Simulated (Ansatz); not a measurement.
Ag$_{16}$HCl (slab)

Input file:

```
crystal:
  lattice:
    - [5.8650143192, 0.0, 0.0]
    - [0.0, 5.8650143192, 0.0]
    - [0.0, 0.0, 25.5035870953]
  atoms:
    - { symbol: Ag, position: [0.25, 0.25, 0.3136813645] }
    - { symbol: Ag, position: [0.25, 0.75, 0.3136813645] }
    - { symbol: Ag, position: [0.75, 0.25, 0.3136813645] }
    - { symbol: Ag, position: [0.75, 0.75, 0.3136813645] }
    - { symbol: Ag, position: [0.5, 0.5, 0.3949874055] }
    - { symbol: Ag, position: [0.5, 0.0, 0.3949874055] }
    - { symbol: Ag, position: [0.0, 0.5, 0.3949874055] }
    - { symbol: Ag, position: [0.0, 0.0, 0.3949874055] }
    - { symbol: Ag, position: [0.75, 0.75, 0.4759513474] }
    - { symbol: Ag, position: [0.75, 0.25, 0.4759513474] }
    - { symbol: Ag, position: [0.25, 0.75, 0.4759513474] }
    - { symbol: Ag, position: [0.25, 0.25, 0.4759513474] }
    - { symbol: Ag, position: [0.0, 0.0, 0.555242917] }
    - { symbol: Ag, position: [0.0, 0.5, 0.555242917] }
    - { symbol: Ag, position: [0.5, 0.0, 0.555242917] }
    - { symbol: Ag, position: [0.5, 0.5, 0.555242917] }
    - { symbol: Cl, position: [0.75, 0.75, 0.6698464036] }
    - { symbol: H, position: [0.75, 0.75, 0.6195475968] }
basis:
  ecutwfc: 420
kpoints:
  mp_grid: { grid: [3, 3, 1] }
hamiltonian:
  xc: pbe
scf:
  occupations: { method: gaussian, width: 0.1 }
output:
  forces: true
  eigenvalues: true
  write_density: true
  write_potential: true
  elf: true
  volumetric_format: npy
relax:
  adjacent_minimum: "off"
  f_tol: 0.04
  max_steps: 100
  constraints: [{ sites: [0, 1, 2, 3, 4, 5, 6, 7] }]
efield:
  axis: 3
  dipole_correction: true
  ramp_width: 0.04
```

Run with:

```sh
ansatz run input.yaml --threads 4 --pin off --max-ram 10240MiB --backend cpu --events-out ev --progress --plain --runs-dir out
```

The fields are those of the run's last geometry, not of the input's.

Method: DFT PBE, scalar-relativistic, plane waves, PAW in Ansatz.

Predict the valence pseudo-density and electron localisation function between the atoms.

Answer. Cl–H (1.31 Å): the density is about 1.9 e/Å³ at the midpoint; the ELF climbs to about 1 towards the hydrogen, as it does in any bond to H (a covalent bond by its length).
Ag–Ag (2.89 Å): the density is about 0.21 e/Å³ at the midpoint; the ELF is about 0.15 at the midpoint; no localised pair shows between them.
Ag–H (2.94 Å): ρ at the midpoint is about 0.1 e/Å³; the ELF climbs to about 1 towards the hydrogen.
Ag–Ag (2.93 Å): the density is about 0.2 e/Å³ at the midpoint; the ELF is about 0.15 at the midpoint (no localised pair shows between them).

Does the calculation give a band gap?

Answer. It is metallic or semimetallic at this level of theory: no gap opens.

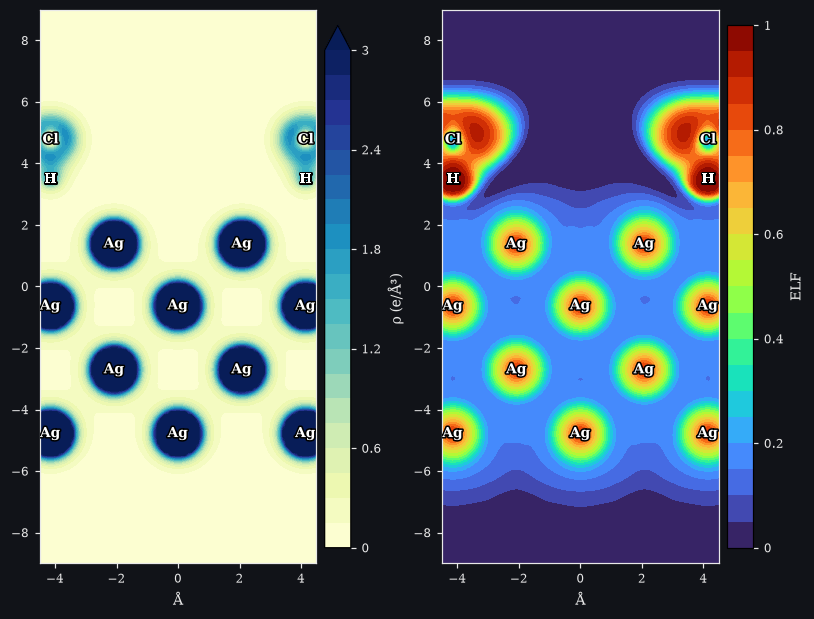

Computed valence pseudo-density and electron localisation function on the (110) plane of the calculation cell, a cut from vacuum to vacuum, in this order. 

Core electrons are frozen (PAW), and the valence fields are smoothed inside the atomic spheres.
